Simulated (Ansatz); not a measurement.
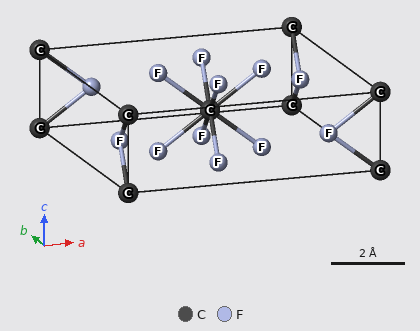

*The starting structure (ball-and-stick view of the cell 2 times as large as that of the calculation, set on its symmetry axes, seen slightly off an axis).*

Near neighbours in the crystal (not all of them lie inside the picture): C has 8 F at 1.83 Å; F has 2 C at 1.83 Å.

Run report: CF4, geometry relaxation (part 1 of 3)

- system: CF4 (I4/m, 5 atoms in the cell)
- method: DFT, r2SCAN+rVV10, plane waves, PAW, no spin polarisation (Ansatz 0.2.0)

The structure was built on a prototype by a generator. The geometry comes from this level: PBEsol.

## Input
```yaml
crystal:
  lattice:
    - [-3.6858800563, 3.6858800563, 1.117167839]
    - [3.6858800563, -3.6858800563, 1.117167839]
    - [3.6858800563, 3.6858800563, -1.117167839]
  atoms:
    - { symbol: C, position: [0.0, 0.0, 0.0] }
    - { symbol: F, position: [0.3067025728, 0.5343520545, 0.8410546273] }
    - { symbol: F, position: [0.5343520545, 0.6932974272, 0.2276494817] }
    - { symbol: F, position: [0.4656479455, 0.3067025728, 0.7723505183] }
    - { symbol: F, position: [0.6932974272, 0.4656479455, 0.1589453727] }
kpoints:
  mp_grid: { grid: [10, 10, 10] }
hamiltonian:
  xc: r2scan
  dispersion: rvv10
scf:
  occupations: { method: fermi_dirac, width: 0.03 }
relax:
  f_tol: 0.01
  cell: {}
  max_steps: 120
output:
  write_density: true
  write_potential: true
  elf: true
  volumetric_format: npy
```

Hardware: 2 threads of Intel Xeon @ 2.50GHz (Skylake/Cascade Lake), 189 GiB of memory available, shared host.

Command:
```bash
ansatz run input.yaml --threads 2 --pin off --max-ram 2211MiB --backend cpu --events-out ev --progress --plain --runs-dir out
```

## The program's output
```
basis.fft_grid_basis auto: the FFT boxes are laid along the combinations [[1, 1, 0], [0, 1, 0], [0, 0, 1]] of the cell's own vectors, 2.234, 5.331 and 5.331 Å long. The dense box has 20×45×45 points. Along the cell's own vectors, as sized, it would have 45×45×45, 2.25 times as many. Of the 8 symmetry operations that the crystal satisfies within crystal.symmetry.tolerance (time reversal apart; of a slab, those that keep its plane) the dense box along the cell's own vectors carries 8, and the one as laid loses 6 of those. basis.fft_grid_basis: typed keeps the cell's own vectors: state it where this run's energies or levels are differenced outside the engine with another run's, or held beside a run that keeps those vectors. Those combinations have planes normal to reciprocal vector 3, as the cell's own vectors have. Each planar average written beside output.write_density, output.write_potential has a row for each plane of the box: 45. The volumetric files lie along those combinations, not along the cell's own vectors: a cube or XSF file states them, and fields.json those of NumPy files.
Engine: ansatz 0.2.0, x86_64-unknown-linux-gnu
Pseudopotentials: kind: paw
Pseudopotential: C, paw, valence charge 4, recommended cutoff 500 eV (meta_gga), C.paw.azcp
Pseudopotential: F, paw, valence charge 7, recommended cutoff 500 eV (meta_gga), F.paw.azcp
Functional definition: r2SCAN+rVV10
  parameter k0 = 0.174
  parameter k1 = 0.065
  parameter a1 = 4.9479
  exchange = r2scan_x(k0 = k0, k1 = k1, a1 = a1)
  correlation = r2scan_c + rvv10(11.95, 0.0093)
Crystal: 5 atoms, lattice volume = 60.710 Å³
Basis set: ecut = 500 eV, 1537 PW (Γ), FFT grids on a1+a2, a2, a3, exchange–correlation on 80×180×180 points (64 copies of the dense FFT grid, shifted against one another)
Bands: 21, of which v1, the nominal top of the filled ones, is band 16 counted from 1 (15 counted from 0)
Symmetry: 8 space group operations
Space group: I4/m (ITA 87), of the structure as read, at distance tolerance 3.9e-5 Å
k-points: 144 of 1000
Non-local potential: C, projectors of the file, l = 0: 2, l = 1: 2, l = 2: 1
Non-local potential: F, projectors of the file, l = 0: 2, l = 1: 2, l = 2: 1
PAW form: soft (Blöchl's): semilocal exchange-correlation on the pseudo side does not see the compensation charge
rVV10 density: all electrons in the spheres
PAW frozen core: C, regenerated for the run's functional (the file was generated under x = pbe(κ = 0.804, μ = 0.2195149727645171), c = pbe(β = 0.06672455060314922))
PAW frozen core: F, regenerated for the run's functional (the file was generated under x = pbe(κ = 0.804, μ = 0.2195149727645171), c = pbe(β = 0.06672455060314922))
PAW one-centre angular grid: C, 302 points (default); XC on 239 of its mesh's 2573 points in the sphere
PAW one-centre angular grid: F, 302 points (default); XC on 160 Gauss nodes
Initial density: superposition of atomic densities (neutral atoms: chi_scale 0, normalization atom), corrected by the library's trained network
Initial wavefunctions: pseudopotential atomic-orbital guess
Functional: x = r2scan, c = r2scan + rvv10(b = 11.95, C = 0.0093); τ floored in thin density (d = 2e-4 eV/Å³)
SCF iter   1: F=—  HF=-3474.225320 eV  |F-HF|=—  |Δ(HF+E_count)|=         —  Δρ=2.71e-2  dr2=4.99e-1  dr2_τ=1.80e-1  ethr=1.77e-3  ⟨swp⟩=6.6  Hψ=14466  notcnv=0
preconditioner: auto → none  [insulator: Δε(μ)=0.529 eV  Ē_g=14.994 eV  σ=0.030 eV  W_gap=1.00  n_scr=12 (ndim 8)  ℏωp=27.0 eV  f_vac=0.328  D(μ)=0.00/eV (n_scr^D=0)  ε∞_Penn≈4.2]
SCF iter   2: F=—  HF=-3474.344197 eV  |F-HF|=—  |Δ(HF+E_count)|=   1.19e-1  Δρ=3.40e-2  dr2=8.34e-1  dr2_τ=6.62e-2  ethr=1.56e-3  ⟨swp⟩=3.3  Hψ=6564  notcnv=0  defer=104
preconditioner: auto → LDOS  [metal: Δε(μ)=0.044 eV  Ē_g=14.364 eV  σ=0.030 eV  W_gap=0.32  n_scr=12 (ndim 8)  ℏωp=27.0 eV  f_vac=0.330  D(μ)=4.32/eV (n_scr^D=48)  β→1.0]
SCF iter   3: F=—  HF=-3474.217716 eV  |F-HF|=—  |Δ(HF+E_count)|=   1.26e-1  Δρ=4.71e-3  dr2=7.98e-3  dr2_τ=1.30e-3  ethr=1.56e-3  ⟨swp⟩=2.0  Hψ=3504  notcnv=0  defer=104
SCF iter   4: F=—  HF=-3474.217319 eV  |F-HF|=—  |Δ(HF+E_count)|=   3.96e-4  Δρ=1.08e-3  dr2=1.95e-4  dr2_τ=9.84e-5  ethr=2.49e-5  ⟨swp⟩=2.2  Hψ=5876  notcnv=0  defer=104
SCF iter   5: F=—  HF=-3474.217451 eV  |F-HF|=—  |Δ(HF+E_count)|=   1.32e-4  Δρ=3.21e-4  dr2=3.31e-5  dr2_τ=4.40e-6  ethr=6.10e-7  ⟨swp⟩=2.1  Hψ=4703  notcnv=0  defer=104
SCF iter   6: F=—  HF=-3474.217467 eV  |F-HF|=—  |Δ(HF+E_count)|=   1.60e-5  Δρ=1.30e-4  dr2=5.27e-6  dr2_τ=3.67e-7  ethr=1.03e-7  ⟨swp⟩=2.5  Hψ=4995  notcnv=0  defer=104
SCF iter   7: F=—  HF=-3474.217466 eV  |F-HF|=—  |Δ(HF+E_count)|=   6.30e-7  Δρ=5.79e-5  dr2=1.03e-6  dr2_τ=4.13e-8  ethr=1.65e-8  ⟨swp⟩=2.1  Hψ=4677  notcnv=0  defer=104
SCF iter   8: F=-3474.217466 eV  HF=-3474.217466 eV  |F-HF|=1.99e-8  |Δ(HF+E_count)|=   1.79e-7  Δρ=1.02e-5  dr2=3.05e-8  dr2_τ=1.28e-9  ethr=3.13e-10  ⟨swp⟩=6.3  Hψ=17538  notcnv=0
SCF 1 converged in 8 iterations: F = -3474.217466 eV  dr2 = 3.05e-8
  greatest PAW one-centre occupation: 0.945 electrons in one spin orbital (limit 2), on the F atom at site 4 (counted from 0), in its partial waves of l = 0
relax step   1: F+E_penalty+E_count = -3474.21746591 eV  Δ(F+E_penalty+E_count) = +0.000e0 eV  max|allowed force component| = 5.042e-2 eV/Å  Δτ_max = 0.0000 Å  P = -1.012 GPa  Ω = 60.710 Å³  (8 SCF iters, dr2 threshold 1.00e-7 eV, accepted)
Crystal: 5 atoms, lattice volume = 56.933 Å³
Basis set: ecut = 500 eV, 1425 PW (Γ), FFT grids on a1+a2, a2, a3, exchange–correlation on 80×180×180 points (64 copies of the dense FFT grid, shifted against one another)
rVV10 density: all electrons in the spheres
Initial density: handed on by an earlier stage of this run
Initial wavefunctions: those handed on with the density
iter 1 solved again at ethr=1.09e-4 eV; its pass at ethr=3.10e-3 eV (dr2=3.49e-2 eV) is discarded
SCF iter   1: F=—  HF=-3474.796815 eV  |F-HF|=—  |Δ(HF+E_count)|=         —  Δρ=1.46e-2  dr2=3.46e-2  dr2_τ=5.76e-1  ethr=1.09e-4  ⟨swp⟩=1.0  Hψ=17036  notcnv=0
preconditioner: auto → none  [insulator: Δε(μ)=0.272 eV  Ē_g=14.697 eV  σ=0.030 eV  W_gap=0.98  n_scr=8 (ndim 8)  ℏωp=27.8 eV  f_vac=0.292  D(μ)=0.13/eV (n_scr^D=0)  ε∞_Penn≈4.6]
SCF iter   2: F=—  HF=-3474.259727 eV  |F-HF|=—  |Δ(HF+E_count)|=   5.37e-1  Δρ=8.84e-3  dr2=2.93e-2  dr2_τ=3.29e-3  ethr=1.08e-4  ⟨swp⟩=3.6  Hψ=6832  notcnv=0
SCF iter   3: F=—  HF=-3474.255552 eV  |F-HF|=—  |Δ(HF+E_count)|=   4.17e-3  Δρ=5.59e-3  dr2=3.15e-3  dr2_τ=9.61e-4  ethr=9.15e-5  ⟨swp⟩=2.0  Hψ=3738  notcnv=0
SCF iter   4: F=—  HF=-3474.257020 eV  |F-HF|=—  |Δ(HF+E_count)|=   1.47e-3  Δρ=1.66e-3  dr2=2.46e-4  dr2_τ=1.11e-4  ethr=9.86e-6  ⟨swp⟩=2.8  Hψ=6221  notcnv=0
SCF iter   5: F=—  HF=-3474.257161 eV  |F-HF|=—  |Δ(HF+E_count)|=   1.41e-4  Δρ=2.65e-4  dr2=2.13e-5  dr2_τ=2.53e-6  ethr=7.69e-7  ⟨swp⟩=2.0  Hψ=4812  notcnv=0
SCF iter   6: F=-3474.257160 eV  HF=-3474.257160 eV  |F-HF|=2.36e-7  |Δ(HF+E_count)|=   7.17e-7  Δρ=5.65e-5  dr2=3.69e-7  dr2_τ=1.48e-7  ethr=1.56e-9  ⟨swp⟩=7.0  Hψ=20234  notcnv=0
SCF 2 converged in 6 iterations: F = -3474.257160 eV  dr2 = 3.69e-7
relax step   2: F+E_penalty+E_count = -3474.25716037 eV  Δ(F+E_penalty+E_count) = -3.969e-2 eV  max|allowed force component| = 6.741e-2 eV/Å  Δτ_max = 0.0448 Å  P = -0.888 GPa  Ω = 56.933 Å³  energy of the carried Pulay correction = +3.960e-3 eV  (6 SCF iters, dr2 threshold 5.00e-7 eV, accepted)
Crystal: 5 atoms, lattice volume = 52.671 Å³
Basis set: ecut = 500 eV, 1317 PW (Γ), FFT grids on a1+a2, a2, a3, exchange–correlation on 80×180×180 points (64 copies of the dense FFT grid, shifted against one another)
rVV10 density: all electrons in the spheres
iter 1 solved again at ethr=1.43e-4 eV; its pass at ethr=3.10e-3 eV (dr2=4.56e-2 eV) is discarded
SCF iter   1: F=—  HF=-3474.983347 eV  |F-HF|=—  |Δ(HF+E_count)|=         —  Δρ=1.84e-2  dr2=4.53e-2  dr2_τ=8.74e-1  ethr=1.43e-4  ⟨swp⟩=1.1  Hψ=17046  notcnv=0
preconditioner: auto → none  [insulator: Δε(μ)=0.278 eV  Ē_g=14.808 eV  σ=0.030 eV  W_gap=0.98  n_scr=8 (ndim 8)  ℏωp=28.9 eV  f_vac=0.235  D(μ)=0.10/eV (n_scr^D=0)  ε∞_Penn≈4.8]
SCF iter   2: F=—  HF=-3474.306313 eV  |F-HF|=—  |Δ(HF+E_count)|=   6.77e-1  Δρ=1.07e-2  dr2=3.65e-2  dr2_τ=4.29e-3  ethr=1.42e-4  ⟨swp⟩=4.0  Hψ=6894  notcnv=0
SCF iter   3: F=—  HF=-3474.301539 eV  |F-HF|=—  |Δ(HF+E_count)|=   4.77e-3  Δρ=6.95e-3  dr2=4.82e-3  dr2_τ=1.40e-3  ethr=1.14e-4  ⟨swp⟩=2.0  Hψ=3835  notcnv=0
SCF iter   4: F=—  HF=-3474.303412 eV  |F-HF|=—  |Δ(HF+E_count)|=   1.87e-3  Δρ=2.18e-3  dr2=4.02e-4  dr2_τ=1.75e-4  ethr=1.50e-5  ⟨swp⟩=2.8  Hψ=6308  notcnv=0  defer=25
SCF iter   5: F=—  HF=-3474.303611 eV  |F-HF|=—  |Δ(HF+E_count)|=   1.99e-4  Δρ=3.92e-4  dr2=4.26e-5  dr2_τ=4.84e-6  ethr=1.26e-6  ⟨swp⟩=2.0  Hψ=4966  notcnv=0  defer=25
SCF iter   6: F=—  HF=-3474.303607 eV  |F-HF|=—  |Δ(HF+E_count)|=   4.58e-6  Δρ=7.39e-5  dr2=5.41e-7  dr2_τ=2.46e-7  ethr=1.33e-7  ⟨swp⟩=2.0  Hψ=4644  notcnv=0  defer=25
SCF iter   7: F=-3474.303607 eV  HF=-3474.303607 eV  |F-HF|=2.26e-8  |Δ(HF+E_count)|=   5.03e-7  Δρ=7.21e-6  dr2=3.86e-8  dr2_τ=1.80e-9  ethr=1.56e-9  ⟨swp⟩=7.9  Hψ=17773  notcnv=0
SCF 3 converged in 7 iterations: F = -3474.303607 eV  dr2 = 3.86e-8
  greatest PAW one-centre occupation: 0.946 electrons in one spin orbital (limit 2), on the F atom at site 4 (counted from 0), in its partial waves of l = 0
relax step   3: F+E_penalty+E_count = -3474.30360729 eV  Δ(F+E_penalty+E_count) = -4.645e-2 eV  max|allowed force component| = 3.475e-2 eV/Å  Δτ_max = 0.0581 Å  P = -0.582 GPa  Ω = 52.671 Å³  energy of the carried Pulay correction = +8.988e-3 eV  (7 SCF iters, dr2 threshold 5.00e-7 eV, accepted)
Crystal: 5 atoms, lattice volume = 47.643 Å³
Basis set: ecut = 500 eV, 1233 PW (Γ), FFT grids on a1+a2, a2, a3, exchange–correlation on 80×180×180 points (64 copies of the dense FFT grid, shifted against one another)
rVV10 density: all electrons in the spheres
iter 1 solved again at ethr=2.54e-4 eV; its pass at ethr=3.10e-3 eV (dr2=8.13e-2 eV) is discarded
SCF iter   1: F=—  HF=-3475.182692 eV  |F-HF|=—  |Δ(HF+E_count)|=         —  Δρ=2.31e-2  dr2=8.15e-2  dr2_τ=1.25e0  ethr=2.54e-4  ⟨swp⟩=1.0  Hψ=18300  notcnv=0
preconditioner: auto → none  [insulator: Δε(μ)=0.384 eV  Ē_g=15.067 eV  σ=0.030 eV  W_gap=1.00  n_scr=8 (ndim 8)  ℏωp=30.4 eV  f_vac=0.123  D(μ)=0.01/eV (n_scr^D=0)  ε∞_Penn≈5.1]
SCF iter   2: F=—  HF=-3474.340413 eV  |F-HF|=—  |Δ(HF+E_count)|=   8.42e-1  Δρ=1.47e-2  dr2=7.06e-2  dr2_τ=7.76e-3  ethr=2.54e-4  ⟨swp⟩=3.9  Hψ=6817  notcnv=0
SCF iter   3: F=—  HF=-3474.329085 eV  |F-HF|=—  |Δ(HF+E_count)|=   1.13e-2  Δρ=9.02e-3  dr2=6.30e-3  dr2_τ=2.05e-3  ethr=2.21e-4  ⟨swp⟩=2.0  Hψ=4212  notcnv=0  defer=23
SCF iter   4: F=—  HF=-3474.332268 eV  |F-HF|=—  |Δ(HF+E_count)|=   3.18e-3  Δρ=2.55e-3  dr2=6.33e-4  dr2_τ=2.35e-4  ethr=1.97e-5  ⟨swp⟩=2.9  Hψ=6478  notcnv=0  defer=89
SCF iter   5: F=—  HF=-3474.332430 eV  |F-HF|=—  |Δ(HF+E_count)|=   1.62e-4  Δρ=5.05e-4  dr2=8.01e-5  dr2_τ=7.01e-6  ethr=1.98e-6  ⟨swp⟩=2.6  Hψ=5119  notcnv=0  defer=94
SCF iter   6: F=—  HF=-3474.332412 eV  |F-HF|=—  |Δ(HF+E_count)|=   1.78e-5  Δρ=9.14e-5  dr2=9.77e-7  dr2_τ=3.31e-7  ethr=2.50e-7  ⟨swp⟩=2.0  Hψ=4601  notcnv=0  defer=94
SCF iter   7: F=-3474.332413 eV  HF=-3474.332413 eV  |F-HF|=5.96e-8  |Δ(HF+E_count)|=   6.24e-7  Δρ=1.25e-5  dr2=9.08e-8  dr2_τ=3.90e-9  ethr=1.56e-9  ⟨swp⟩=8.0  Hψ=19141  notcnv=0
SCF 4 converged in 7 iterations: F = -3474.332413 eV  dr2 = 9.08e-8
relax step   4: F+E_penalty+E_count = -3474.33241298 eV  Δ(F+E_penalty+E_count) = -2.881e-2 eV  max|allowed force component| = 4.206e-1 eV/Å  Δτ_max = 0.0708 Å  P = +1.237 GPa  Ω = 47.643 Å³  energy of the carried Pulay correction = +1.587e-2 eV  (7 SCF iters, dr2 threshold 5.00e-7 eV, accepted)
Crystal: 5 atoms, lattice volume = 44.322 Å³
Basis set: ecut = 500 eV, 1105 PW (Γ), FFT grids on a1+a2, a2, a3, exchange–correlation on 80×180×180 points (64 copies of the dense FFT grid, shifted against one another)
rVV10 density: all electrons in the spheres
iter 1 solved again at ethr=9.40e-5 eV; its pass at ethr=3.10e-3 eV (dr2=3.01e-2 eV) is discarded
SCF iter   1: F=—  HF=-3474.877719 eV  |F-HF|=—  |Δ(HF+E_count)|=         —  Δρ=2.12e-2  dr2=2.99e-2  dr2_τ=9.99e-1  ethr=9.40e-5  ⟨swp⟩=1.5  Hψ=17185  notcnv=0
preconditioner: auto → none  [insulator: Δε(μ)=0.270 eV  Ē_g=15.175 eV  σ=0.030 eV  W_gap=0.96  n_scr=8 (ndim 8)  ℏωp=31.6 eV  f_vac=0.068  D(μ)=0.06/eV (n_scr^D=0)  ε∞_Penn≈5.3]
SCF iter   2: F=—  HF=-3474.331205 eV  |F-HF|=—  |Δ(HF+E_count)|=   5.47e-1  Δρ=1.05e-2  dr2=1.30e-2  dr2_τ=2.75e-3  ethr=9.33e-5  ⟨swp⟩=4.6  Hψ=6919  notcnv=0
SCF iter   3: F=—  HF=-3474.334168 eV  |F-HF|=—  |Δ(HF+E_count)|=   2.96e-3  Δρ=6.43e-3  dr2=1.01e-2  dr2_τ=1.27e-3  ethr=4.05e-5  ⟨swp⟩=3.0  Hψ=5181  notcnv=0
SCF iter   4: F=—  HF=-3474.333582 eV  |F-HF|=—  |Δ(HF+E_count)|=   5.85e-4  Δρ=1.17e-3  dr2=1.29e-4  dr2_τ=5.88e-5  ethr=3.14e-5  ⟨swp⟩=2.4  Hψ=4378  notcnv=0
SCF iter   5: F=—  HF=-3474.333647 eV  |F-HF|=—  |Δ(HF+E_count)|=   6.44e-5  Δρ=3.44e-4  dr2=8.87e-6  dr2_τ=3.95e-6  ethr=4.04e-7  ⟨swp⟩=2.1  Hψ=5358  notcnv=0
SCF iter   6: F=-3474.333652 eV  HF=-3474.333652 eV  |F-HF|=1.83e-7  |Δ(HF+E_count)|=   4.78e-6  Δρ=4.87e-5  dr2=1.96e-7  dr2_τ=8.35e-8  ethr=1.56e-9  ⟨swp⟩=7.0  Hψ=20782  notcnv=0
SCF 5 converged in 6 iterations: F = -3474.333652 eV  dr2 = 1.96e-7
relax step   5: F+E_penalty+E_count = -3474.33365185 eV  Δ(F+E_penalty+E_count) = -1.239e-3 eV  max|allowed force component| = 1.853e-1 eV/Å  Δτ_max = 0.0701 Å  P = +1.834 GPa  Ω = 44.322 Å³  energy of the carried Pulay correction = +2.112e-2 eV  (6 SCF iters, dr2 threshold 5.00e-7 eV, rejected (line search))
Crystal: 5 atoms, lattice volume = 46.981 Å³
Basis set: ecut = 500 eV, 1201 PW (Γ), FFT grids on a1+a2, a2, a3, exchange–correlation on 80×180×180 points (64 copies of the dense FFT grid, shifted against one another)
rVV10 density: all electrons in the spheres
iter 1 solved again at ethr=8.04e-5 eV; its pass at ethr=3.10e-3 eV (dr2=2.57e-2 eV) is discarded
```
